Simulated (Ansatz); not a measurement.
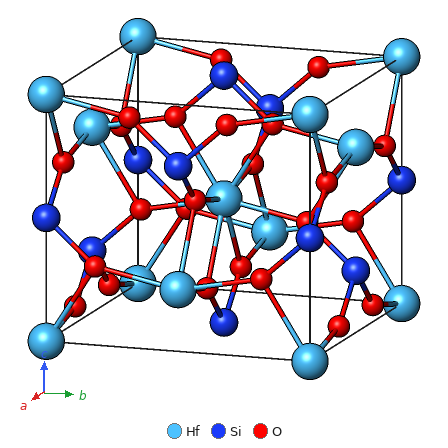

System: HfSiO₄, space group I4_1/amd (No. 141). The picture shows the conventional cell.

The given structure:
```xyz
12
Lattice="-3.2911 3.2911 2.9831 3.2911 -3.2911 2.9831 3.2911 3.2911 -2.9831" Properties=species:S:1:pos:R:3 pbc="T T T"
Hf    0.0000    3.2911    1.4915
Hf    0.0000    0.0000    0.0000
Si    3.2911    0.0000    1.4915
Si    0.0000    0.0000    2.9831
O     3.2911    2.0748   -1.0851
O     4.5074    0.0000    0.4064
O     0.0000    1.2163    1.8980
O     2.0748    0.0000    0.4064
O     3.2911    1.2163    2.5766
O     1.2163    0.0000    4.0681
O     3.2911   -1.2163    2.5766
O     2.0748    3.2911    1.0851
```

How it was computed, with Ansatz 0.2.0: perturbation theory at the zone centre of a relaxed insulator, optical modes (intensities summed over a level), dielectric tensors and Born charges, a negative frequency is imaginary, spin-unpolarised plane waves. Level: PBEsol.

periodic directions 3; potentials PAW; wave cutoff 420 eV; k mesh 6×6×6.

Predict the infrared spectrum of the zone-centre phonons.

The strongest infrared line is at 857.8 cm⁻¹, followed by 970.2 (42 % of it), 243.3 (37 % of it) and 288.9 (27 % of it).

```csv
frequency (cm⁻¹),degeneracy,infrared ((debye/Å)²/amu)
135.3,1,0
154.2,1,0
161.2,2,0
204.7,2,0
243.3,2,42.2
244.6,1,0
253.1,1,0
288.9,1,31.7
339.9,2,0
371.0,2,11
389.8,1,0
392.8,1,0
409.0,2,5.36
430.5,1,0
522.2,2,0
554.0,1,0
578.3,1,14.3
618.0,1,0
857.8,2,115
913.4,2,0
926.1,1,0
956.9,1,0
970.2,1,48.2
1006.3,1,0
```

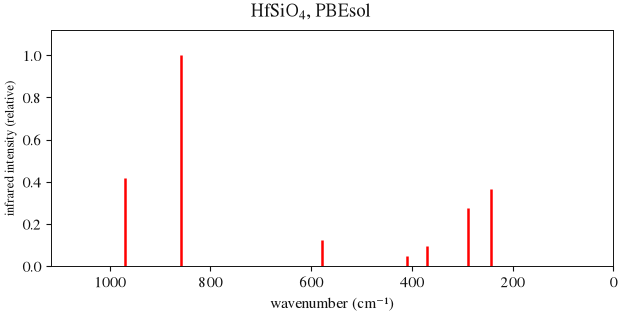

The spectrum is scaled to its strongest line. These are zero-field (TO) frequencies; inactive modes don't show.
